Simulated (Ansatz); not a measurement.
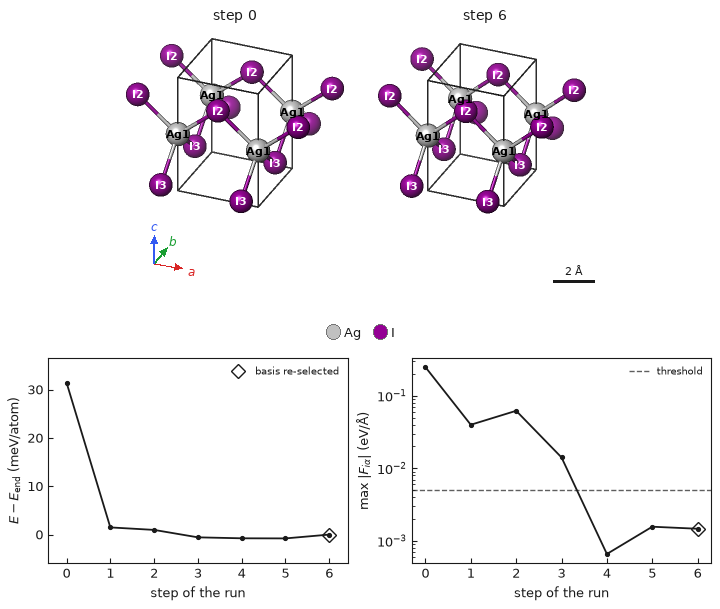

First and last geometry of a relaxation of solid AgI₂ (set up in P-4m2), with the history of the run. A ball-and-stick model of the cell of the calculation, seen from a free direction.

Computed with DFT PBEsol, scalar-relativistic, plane waves, PAW in Ansatz.

Input file:
```yaml
crystal:
  lattice:
    - [4.285728, 0.0, 0.0]
    - [0.0, 4.285728, 0.0]
    - [0.0, 0.0, 6.354781]
  atoms:
    - { symbol: Ag, position: [0.0, 0.0, 0.5] }
    - { symbol: I, position: [0.5, 0.0, 0.777762] }
    - { symbol: I, position: [0.0, 0.5, 0.222238] }
basis:
  ecutwfc: 420
kpoints:
  mp_grid: { grid: [10, 10, 8] }
hamiltonian:
  xc: pbesol
scf:
  occupations: { method: gaussian, width: 0.1 }
output:
  forces: true
  stress: true
  eigenvalues: true
relax:
  adjacent_minimum: "off"
  f_tol: 0.005
  max_steps: 80
  cell: { stress_tol: 0.05 }
```

Command:
```bash
ansatz run input.yaml --threads 1 --pin off --max-ram 1331MiB --backend cpu --events-out ev --progress --plain --runs-dir out
```

> What do the curves and the structures tell?

It converged. The largest moves relative to the cell, 0.082 Å, are those of I2 and I3. I2 goes along +c. Ag stays in place. The volume changes by −12.6 %, with a = b 4.286 → 4.063 Å (−5.2 %), c 6.355 → 6.183 Å (−2.7 %). Near-neighbour distances that change, for instance: Ag1–I2 2.776 → 2.714 Å. Bond angles that change, for instance: I2–Ag1–I2 101.0° → 96.9°, Ag1–I3–Ag1 101.0° → 96.9°, I2–Ag1–I3 113.8° → 116.1°. The space group stays P-4m2 (No. 115). After 5 accepted moves (6 points after the start) the energy has fallen by 31.4 meV per atom. Largest force component: 0.25 eV/Å at the start, 0.0015 eV/Å at the end. The pressure goes from −2.21 to 0.00 GPa. At 1 point the geometry stayed and the basis and grid were re-selected for the new cell (energy shift of 0.8 meV per atom at most each time). The run took roughly 6 core-minutes on a shared host.

Limits of the set-up: an odd number of electrons was run without spin polarisation, which fails if the electron would localise.
